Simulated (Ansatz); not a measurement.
# Energy of TiAl along a strain of the cell

System: TiAl (2 atoms in the cell).
Method: DFT PBEsol, scalar-relativistic, plane waves, PAW, no spin polarisation (Ansatz 0.2.0).

The 5 runs differ only in the geometry, by a strain of the cell at fixed fractional positions. Against run 3, the strain is εxx = η and εyy = η. The structure derives from a Materials Project entry.

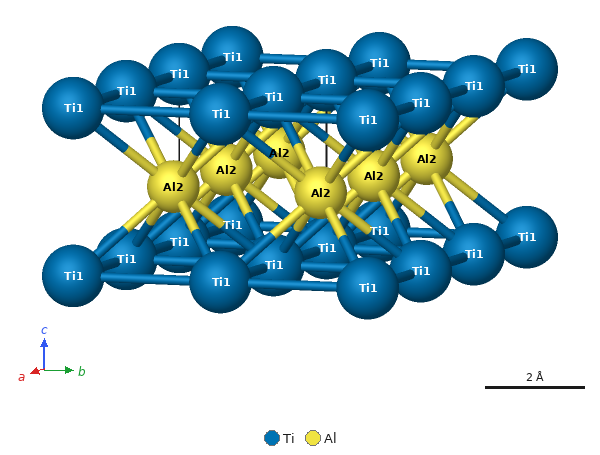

Figure 1. The structure of run 3 (ball-and-stick view of the cell of the calculation, repeated 3 × 2 × 1, seen slightly off an axis; atoms are numbered from 1 in the order of the input). An atom can appear more than once, as a periodic image.

## Input of run 3
```yaml
crystal:
  lattice:
    - [3.179064, 0.0, 0.0]
    - [0.0, 3.179064, 0.0]
    - [0.0, 0.0, 3.43338912]
  atoms:
    - { symbol: Ti, position: [0.0, 0.0, 0.0] }
    - { symbol: Al, position: [0.5, 0.5, 0.5] }
basis:
  ecutwfc: 420
kpoints:
  mp_grid: { grid: [16, 16, 16] }
hamiltonian:
  xc: pbesol
scf:
  occupations: { method: gaussian, width: 0.15 }
output:
  forces: true
  stress: true
  eigenvalues: true
```

Command:
```bash
ansatz run input.yaml --threads 1 --pin off --max-ram 2560MiB --backend cpu --events-out ev --progress --plain --runs-dir out
```

Run 2 differs from it as follows:
```diff
-    - [3.179064, 0.0, 0.0]
-    - [0.0, 3.179064, 0.0]
+    - [3.05190144, 0.0, 0.0]
+    - [0.0, 3.05190144, 0.0]
```

## Results, with one run withheld

| run | strain parameter η (%) | free energy per atom, from the lowest run given (meV) | pressure (GPa) |
| --- | --- | --- | --- |
| 1 | −8.0000 | 0.00 | 9.47 |
| 2 | −4.0000 | ? | ? |
| 3 | 0.0000 | 66.72 | −9.50 |
| 4 | 4.0000 | 186.75 | −14.59 |
| 5 | 8.0000 | 340.10 | −17.73 |

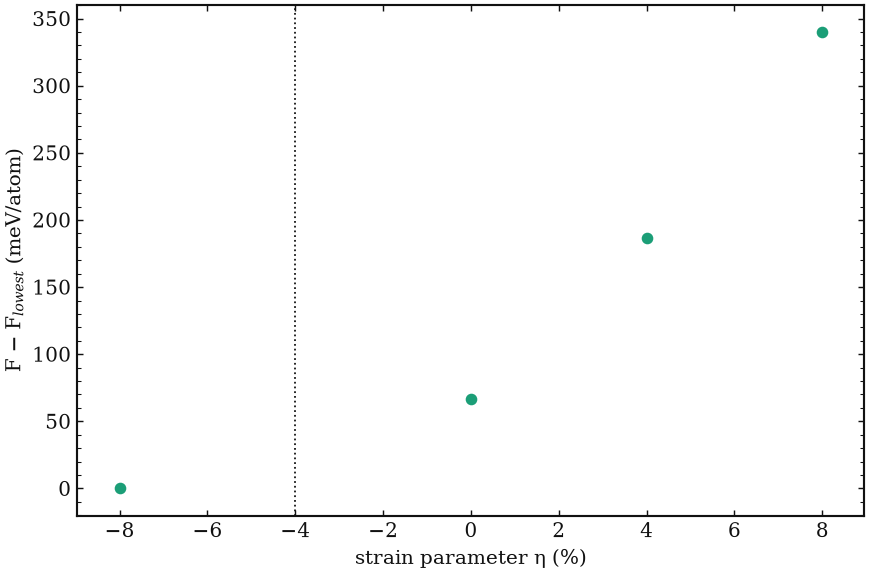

Figure 2. Free energy per atom of the runs given; the dotted line marks run 2.

What should run 2 give?

A quadratic polynomial in the coordinate, fitted to the 4 runs given, misses them by at most 5.34 meV per atom. With x = η − 1.0000, it reads F = 93.708 + 24.548 x + 1.5624 x² (meV per atom). At run 2 it gives 10.03 meV per atom, and the run itself gives −3.03. The fit has its minimum at η = −6.8559 %. The miss comes from the order of the polynomial or from scatter in that run; these data can't tell which.

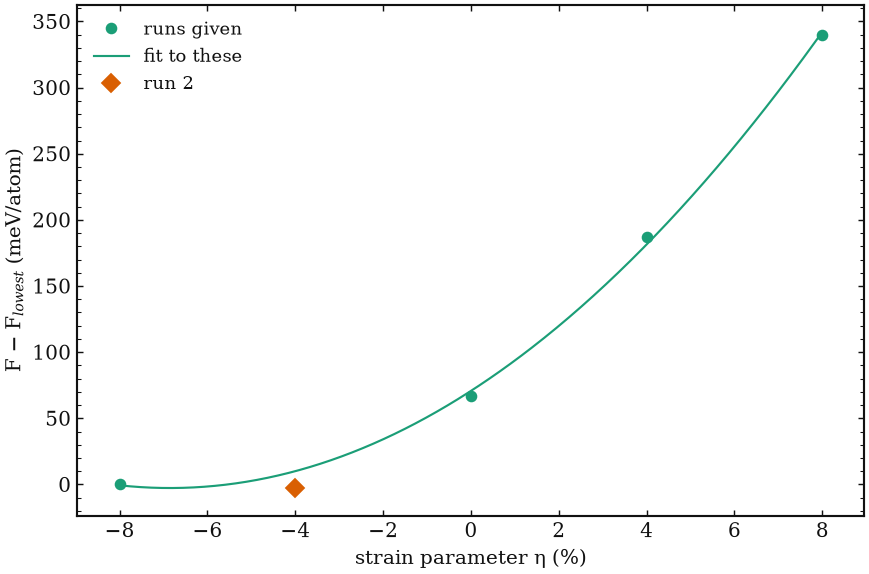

Figure 3. The fit and the withheld run.

## Output, shortened to warnings, some set-up lines, iterations and results (run 2)
```
Basis set: ecut = 420 eV, 643 PW (Γ), exchange–correlation on 48×48×48 points (8 copies of the dense FFT grid, shifted against one another)
Symmetry: 16 space group operations
k-points: 405 of 4096
Initial density: superposition of atomic densities (neutral atoms: chi_scale 0, normalization atom), corrected by the library's trained network
[...]
SCF iter   1: F=—  HF=-2999.065022 eV  |F-HF|=—  |Δ(HF+E_count)|=         —  Δρ=3.72e-3  dr2=7.57e-3  ethr=1.77e-3  ⟨swp⟩=5.0  Hψ=24472  notcnv=0
SCF iter   2: F=—  HF=-2999.063945 eV  |F-HF|=—  |Δ(HF+E_count)|=   1.08e-3  Δρ=2.77e-3  dr2=4.71e-3  ethr=5.04e-5  ⟨swp⟩=1.0  Hψ=8100  notcnv=0
SCF iter   3: F=—  HF=-2999.062799 eV  |F-HF|=—  |Δ(HF+E_count)|=   1.15e-3  Δρ=4.02e-4  dr2=3.49e-5  ethr=3.14e-5  ⟨swp⟩=2.1  Hψ=5903  notcnv=0  defer=1
SCF iter   4: F=—  HF=-2999.062759 eV  |F-HF|=—  |Δ(HF+E_count)|=   4.03e-5  Δρ=6.44e-5  dr2=4.93e-7  ethr=2.32e-7  ⟨swp⟩=3.0  Hψ=8110  notcnv=0
SCF iter   5: F=-2999.062759 eV  HF=-2999.062759 eV  |F-HF|=7.89e-9  |Δ(HF+E_count)|=   3.31e-8  Δρ=8.70e-6  dr2=2.09e-8  ethr=3.29e-9  ⟨swp⟩=2.3  Hψ=6394  notcnv=0
SCF iter   6: F=-2999.062759 eV  HF=-2999.062759 eV  |F-HF|=1.10e-9  |Δ(HF+E_count)|=   1.60e-9  Δρ=1.90e-6  dr2=1.52e-9  ethr=1.39e-10  ⟨swp⟩=2.4  Hψ=15447  notcnv=0
SCF 1 converged in 6 iterations: F = -2999.062759 eV  dr2 = 1.52e-9
SCF converged after 6 iterations
Free energy (F): -2999.062759 eV
Harris-Foulkes:  -2999.062759 eV  (|F-HF|=1.10e-9)
Internal energy: -2999.033904 eV  (E = F + TS)
E sigma→0 (E₀):  -2999.048332 eV
Entropy (-TS):   -0.028855 eV (-14.427 meV/atom)
Fermi energy:    11.311823 eV
--- Per-component energies (eV) ---
  E_band       = -161.670423
  E_kinetic    = 296.701381
  E_local      = -1025.119155  (includes V_loc(G=0)·N_el)
  E_nonlocal   = 20.706643
  E_hartree    = 436.207050
  E_xc         = -136.680319
  E_vxc        = -151.406781  (∫ρ·V_xc dr)
  E_paw        = -1477.903698  (= ΣΔE_a)
  E_vpaw       = -174.966448  (= ΣTr[D̂ρ^β])
  E_aug_tail   = 0.000114  (compensation charges beyond the density's cutoff)
  E_ewald      = -1113.104444
  E_core_change = 0.158523  (= ΣΔE_core)
  E_smearing   = -0.028855  (= −TS)
  E_closure    = 0.000000  (closes the sum)
  Σ components = -2999.062759   (vs F -2999.062759, Δ=0.00e0)
--- Forces (eV/Å), atoms counted from 1 ---
  atom   1  Ti    -0.00000000     0.00000000     0.00000000
  atom   2  Al     0.00000000    -0.00000000     0.00000000
  max |Σ_I F_I| component: 1.48e-31 eV/Å
--- Stress (GPa, compression-positive) ---
       -4.532880       0.000000       0.000000
        0.000000      -4.532880       0.000000
        0.000000       0.000000       3.647259
  P = ⅓ Tr σ = -1.8062 GPa (-18.062 kbar)
```
